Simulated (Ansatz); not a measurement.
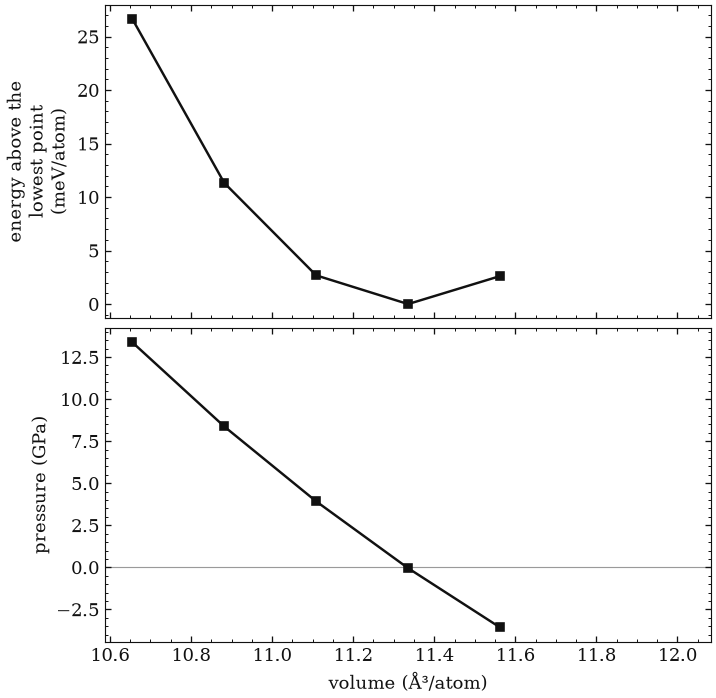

Plotted: energy above the lowest point and pressure against volume for SnO₂, space group Fm-3m (No. 225) (one of a set of cubic test structures, which need not be the stable phase).

How it was computed, with Ansatz 0.2.0 development build: equation of state of a cubic crystal from periodic Kohn-Sham density functional theory without spin, third-order Birch-Murnaghan fit to the free energies; pressure corrected for the finite basis. Level: PBE.

```tsv
setting	value
structure type	fluorite
atoms in cell	3
space group number	225
lattice centring	face-centred primitive
k mesh	13×13×13
occupation method	Fermi–Dirac
occupation width	0.06123 eV
wave cutoff	700 eV
datasets	hard PAW
density tolerance	1e-09 eV
bands	21
density cutoff ratio	4
search for lower states	default
```

The points at volume 11.79 Å³/atom and 12.02 Å³/atom are left out of the plot. What values does the calculation give there?

| volume (Å³/atom) | energy above the lowest point (meV/atom) | pressure (GPa) |
| --- | --- | --- |
| 11.79 | 9.9 | −6.7 |
| 12.02 | 21.3 | −9.4 |

Note: cubic model structure, not the ambient form; modest k-mesh, values are not fully converged in k.
